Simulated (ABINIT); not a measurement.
Hubbard response calculation, with input and output: MnSi (part 1 of 4)

System: MnSi (2 atoms in the cell).
Method: Kohn-Sham DFT of a periodic cell, LDA, DFT+U, JTH PAW LDA v2.0, spin-polarised (ABINIT 10.8.3).

The structure was made by swapping elements on the sites of another compound; it need not be a known phase.

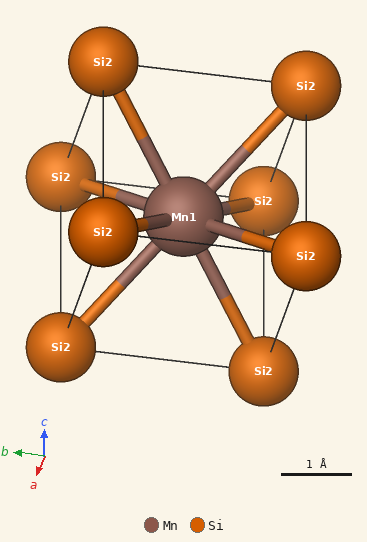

Figure 1. The structure (ball-and-stick view of the cell of the calculation, seen at an oblique angle; atoms are numbered from 1 in the order of the input). Near neighbours in the crystal (not all of them lie inside the picture): Mn has 8 Si at 2.59 Å; Si has 8 Mn at 2.59 Å.

Key numbers

```tsv
quantity	value
outcome	converged
space group (tolerance 0.01 Å)	Pm-3m (221)
electrons treated	19
free energy	−2964.9574 eV
Fermi energy of the self-consistent step	8.830 eV
gap on the k-point mesh	none (metallic)
net moment of the cell	0.17 μB
pressure	−38.32 GPa
largest force (length of the vector)	under 0.001 eV/Å
hardware	1 thread of Arm Neoverse V1, 24 GiB of memory available, shared host
wall time	2.8 min
peak memory	0.1 GiB
```

Remarks

Settings chosen away from the usual ones: diemac set to 5.0. Points of doubt noted for this run: cell small for linear response. The k-point mesh is coarse for a cell of this size, so the results may not be converged.

Input
```
# Datasets
ndtset 4

# Pseudopotentials
pp_dirpath "./"
pseudos "Mn.LDA_PW-JTH.xml, Si.LDA_PW-JTH.xml"

# Structure
acell 3*1.0
rprim
     5.6454272755     0.0000000000     0.0000000000
     0.0000000000     5.6454272755     0.0000000000
     0.0000000000     0.0000000000     5.6454272755
ntypat 2
znucl 25 14
natom 2
typat 1 2
xred
            1/2            1/2            1/2
            0.0            0.0            0.0

# Plane-wave basis
ecut 26.0
pawecutdg 48.0

# k points
kptopt 2
ngkpt 4 4 4
nshiftk 1
shiftk 0.0 0.0 0.0

# Exchange and correlation
ixc 7

# Bands and occupations
nband 15
occopt 3
tsmear 0.05 eV

# Spin
nsppol 2
spinat
     0.0000000000     0.0000000000     4.0000000000
     0.0000000000     0.0000000000     0.0000000000
nsym 1

# DFT+U
usepawu 1
lpawu 2 -1
upawu 0.0 0.0 eV
jpawu 0.0 0.0 eV
dmatpuopt 1

# SCF cycle
nstep 120
diemac 5.0
tolvrs 1.0e-9

# Output
prteig 0
prtebands 0
prtden 0
prtwf 0

# Linear response
irdwfk 1
macro_uj 1
pawujat 1
pawujv1 -0.15 eV
pawujv2 -0.05 eV
pawujv3 0.05 eV
pawujv4 0.15 eV
```

File gs.abi
```
# Pseudopotentials
pp_dirpath "./"
pseudos "Mn.LDA_PW-JTH.xml, Si.LDA_PW-JTH.xml"

# Structure
acell 3*1.0
rprim
     5.6454272755     0.0000000000     0.0000000000
     0.0000000000     5.6454272755     0.0000000000
     0.0000000000     0.0000000000     5.6454272755
ntypat 2
znucl 25 14
natom 2
typat 1 2
xred
            1/2            1/2            1/2
            0.0            0.0            0.0

# Plane-wave basis
ecut 26.0
pawecutdg 48.0

# k points
kptopt 2
ngkpt 4 4 4
nshiftk 1
shiftk 0.0 0.0 0.0

# Exchange and correlation
ixc 7

# Bands and occupations
nband 15
occopt 3
tsmear 0.05 eV

# Spin
nsppol 2
spinat
     0.0000000000     0.0000000000     4.0000000000
     0.0000000000     0.0000000000     0.0000000000
nsym 1

# DFT+U
usepawu 1
lpawu 2 -1
upawu 0.0 0.0 eV
jpawu 0.0 0.0 eV
dmatpuopt 1

# SCF cycle
nstep 120
diemac 5.0
tolvrs 1.0e-9

# Output
prteig 0
prtebands 0
prtden 0
```

Command:
```bash
abinit gs.abi > log 2>&1
ln -s gso_WFK runi_DS1_WFK
ln -s gso_WFK runi_DS2_WFK
ln -s gso_WFK runi_DS3_WFK
ln -s gso_WFK runi_DS4_WFK
abinit run.abi > log 2>&1
lruj runo_DS1_LRUJ.nc runo_DS2_LRUJ.nc runo_DS3_LRUJ.nc runo_DS4_LRUJ.nc > lruj.log 2>&1
```

Log
```
.Version 10.8.3 of ABINIT
 DATASET    1 : space group P1 (#  1); Bravais aP (primitive triclinic)
================================================================================
 Values of the parameters that define the memory need for DATASET  1.
     intxc =       0    ionmov =       0      iscf =      17    lmnmax =      18
     lnmax =       6     mgfft =      27  mpssoang =       3    mqgrid =    3001
     natom =       2  nloc_mem =       2    nspden =       2   nspinor =       1
    nsppol =       2      nsym =       1    n1xccc =       1    ntypat =       2
    occopt =       3   xclevel =       1
       mpw =        1141          nfft =       19683          nkpt =          36
 PAW method is used; the additional fine FFT grid is defined by:
   mgfftf=        36    nfftf =     46656
================================================================================
================================================================================

 DATASET    2 : space group P1 (#  1); Bravais aP (primitive triclinic)
================================================================================
 Values of the parameters that define the memory need for DATASET  2.
     intxc =       0    ionmov =       0      iscf =      17    lmnmax =      18
     lnmax =       6     mgfft =      27  mpssoang =       3    mqgrid =    3001
     natom =       2  nloc_mem =       2    nspden =       2   nspinor =       1
    nsppol =       2      nsym =       1    n1xccc =       1    ntypat =       2
    occopt =       3   xclevel =       1
       mpw =        1141          nfft =       19683          nkpt =          36
 PAW method is used; the additional fine FFT grid is defined by:
   mgfftf=        36    nfftf =     46656
================================================================================
================================================================================

 DATASET    3 : space group P1 (#  1); Bravais aP (primitive triclinic)
================================================================================
 Values of the parameters that define the memory need for DATASET  3.
     intxc =       0    ionmov =       0      iscf =      17    lmnmax =      18
     lnmax =       6     mgfft =      27  mpssoang =       3    mqgrid =    3001
     natom =       2  nloc_mem =       2    nspden =       2   nspinor =       1
    nsppol =       2      nsym =       1    n1xccc =       1    ntypat =       2
    occopt =       3   xclevel =       1
       mpw =        1141          nfft =       19683          nkpt =          36
 PAW method is used; the additional fine FFT grid is defined by:
   mgfftf=        36    nfftf =     46656
================================================================================
================================================================================

 DATASET    4 : space group P1 (#  1); Bravais aP (primitive triclinic)
================================================================================
 Values of the parameters that define the memory need for DATASET  4.
     intxc =       0    ionmov =       0      iscf =      17    lmnmax =      18
     lnmax =       6     mgfft =      27  mpssoang =       3    mqgrid =    3001
     natom =       2  nloc_mem =       2    nspden =       2   nspinor =       1
    nsppol =       2      nsym =       1    n1xccc =       1    ntypat =       2
    occopt =       3   xclevel =       1
       mpw =        1141          nfft =       19683          nkpt =          36
 PAW method is used; the additional fine FFT grid is defined by:
   mgfftf=        36    nfftf =     46656
================================================================================
================================================================================

--------------------------------------------------------------------------------
------------- Echo of variables that govern the present computation ------------
--------------------------------------------------------------------------------
 -outvars: echo values of preprocessed input variables --------
            acell      1.0000000000E+00  1.0000000000E+00  1.0000000000E+00 Bohr
              amu      5.49380500E+01  2.80855000E+01
         atvshift1      -0.00551   -0.00551   -0.00551   -0.00551   -0.00551
                        -0.00551   -0.00551   -0.00551   -0.00551   -0.00551
                         0.00000    0.00000    0.00000    0.00000    0.00000
                         0.00000    0.00000    0.00000    0.00000    0.00000
         atvshift2      -0.00184   -0.00184   -0.00184   -0.00184   -0.00184
                        -0.00184   -0.00184   -0.00184   -0.00184   -0.00184
                         0.00000    0.00000    0.00000    0.00000    0.00000
                         0.00000    0.00000    0.00000    0.00000    0.00000
         atvshift3       0.00184    0.00184    0.00184    0.00184    0.00184
                         0.00184    0.00184    0.00184    0.00184    0.00184
                         0.00000    0.00000    0.00000    0.00000    0.00000
                         0.00000    0.00000    0.00000    0.00000    0.00000
         atvshift4       0.00551    0.00551    0.00551    0.00551    0.00551
                         0.00551    0.00551    0.00551    0.00551    0.00551
                         0.00000    0.00000    0.00000    0.00000    0.00000
                         0.00000    0.00000    0.00000    0.00000    0.00000
           diemac      5.00000000E+00
           diemix      4.50000000E-01
        dmatpuopt           1
             ecut      2.60000000E+01 Hartree
           irdwfk           1
              ixc           7
           jdtset        1    2    3    4
           kptopt           2
         kptrlatt        4    0    0      0    4    0      0    0    4
          kptrlen      2.25817091E+01
            lpawu           2      -1
         macro_uj        1
            natom           2
            nband          15
        natvshift        5
           ndtset           4
            ngfft          27      27      27
          ngfftdg          36      36      36
             nkpt          36
           nspden           2
           nsppol           2
            nstep         120
             nsym           1
           ntypat           2
           occopt           3
        pawecutdg      4.80000000E+01 Hartree
           pawujv1    -5.5123983263E-03 Hartree
           pawujv2    -1.8374661088E-03 Hartree
           pawujv3     1.8374661088E-03 Hartree
           pawujv4     5.5123983263E-03 Hartree
           prtden           0
        prtebands           0
           prteig           0
            prtwf           0
            rprim      5.6454272755E+00  0.0000000000E+00  0.0000000000E+00
                       0.0000000000E+00  5.6454272755E+00  0.0000000000E+00
                       0.0000000000E+00  0.0000000000E+00  5.6454272755E+00
          spgroup           1
           spinat      0.0000000000E+00  0.0000000000E+00  4.0000000000E+00
                       0.0000000000E+00  0.0000000000E+00  0.0000000000E+00
           tolvrs      1.00000000E-09
           tsmear      1.83746611E-03 Hartree
            typat      1  2
          usepawu           1
           useylm           1
           xangst      1.4937157290E+00  1.4937157290E+00  1.4937157290E+00
                       0.0000000000E+00  0.0000000000E+00  0.0000000000E+00
            xcart      2.8227136378E+00  2.8227136378E+00  2.8227136378E+00
                       0.0000000000E+00  0.0000000000E+00  0.0000000000E+00
             xred      5.0000000000E-01  5.0000000000E-01  5.0000000000E-01
                       0.0000000000E+00  0.0000000000E+00  0.0000000000E+00
            znucl       25.00000   14.00000

================================================================================

 chkinp: Checking input parameters for consistency, jdtset=   1.

 chkinp: Checking input parameters for consistency, jdtset=   2.

 chkinp: Checking input parameters for consistency, jdtset=   3.

 chkinp: Checking input parameters for consistency, jdtset=   4.

================================================================================
== DATASET  1 ==================================================================

--- !DatasetInfo
iteration_state: {dtset: 1, }
dimensions: {natom: 2, nkpt: 36, mband: 15, nsppol: 2, nspinor: 1, nspden: 2, mpw: 1141, }
cutoff_energies: {ecut:  26.0, pawecutdg:  48.0, }
electrons: {nelect:   1.90000000E+01, charge:   0.00000000E+00, occopt:   3.00000000E+00, tsmear:   1.83746611E-03, }
meta: {optdriver: 0, ionmov: 0, optcell: 0, iscf: 17, paral_kgb: 0, }
...

 Exchange-correlation functional for the present dataset will be:
  LDA: Perdew-Wang 92 LSD fit to Ceperley-Alder data - ixc=7
  J.P.Perdew and Y.Wang, PRB 45, 13244 (1992)

 Real(R)+Recip(G) space primitive vectors, cartesian coordinates (Bohr,Bohr^-1):
 R(1)=  5.6454273  0.0000000  0.0000000  G(1)=  0.1771345  0.0000000  0.0000000
 R(2)=  0.0000000  5.6454273  0.0000000  G(2)=  0.0000000  0.1771345  0.0000000
 R(3)=  0.0000000  0.0000000  5.6454273  G(3)=  0.0000000  0.0000000  0.1771345
 Unit cell volume ucvol=  1.7992456E+02 bohr^3
 Angles (23,13,12)=  9.00000000E+01  9.00000000E+01  9.00000000E+01 degrees

 Coarse grid specifications (used for wave-functions):

 getcut: wavevector=  0.0000  0.0000  0.0000  ngfft=  27  27  27
         ecut(hartree)=     26.000   => boxcut(ratio)=   2.00643

 Fine grid specifications (used for densities):

 getcut: wavevector=  0.0000  0.0000  0.0000  ngfft=  36  36  36
         ecut(hartree)=     48.000   => boxcut(ratio)=   2.04465

--- Pseudopotential description ------------------------------------------------
- pspini: atom type   1  psp file is ./Mn.LDA_PW-JTH.xml
 Pseudopotential format is: paw10
 basis_size (lnmax)=  6 (lmn_size= 18), orbitals=   0   0   1   1   2   2
 Spheres core radius: rc_sph= 2.11191681
 Shapefunction is SIN type: shapef(r)=[sin(pi*r/rshp)/(pi*r/rshp)]**2
 Radius for shape functions =  1.80270168
 Compensation charge density is not taken into account in XC energy/potential

- pspini: atom type   2  psp file is ./Si.LDA_PW-JTH.xml
 Pseudopotential format is: paw10
 basis_size (lnmax)=  4 (lmn_size=  8), orbitals=   0   0   1   1
 Spheres core radius: rc_sph= 1.90944987
 Shapefunction is BESSEL type: shapef(r,l)=aa(1,l)*jl(q(1,l)*r)+aa(2,l)*jl(q(2,l)*r)
 Radius for shape functions =  1.60149249
 Compensation charge density is not taken into account in XC energy/potential

   6.30879427E+02                                ecore*ucvol(ha*bohr**3)
--------------------------------------------------------------------------------

-inwffil : will read wavefunctions from disk file runi_DS1_WFK

 ******************************************
 DFT+U Method used: FLL
 ******************************************

================================================================================

--- !BeginCycle
iteration_state: {dtset: 1, }
solver: {iscf: 17, nstep: 120, nline: 4, wfoptalg: 10, }
tolerances: {tolvrs: 1.00E-09, }
...
```
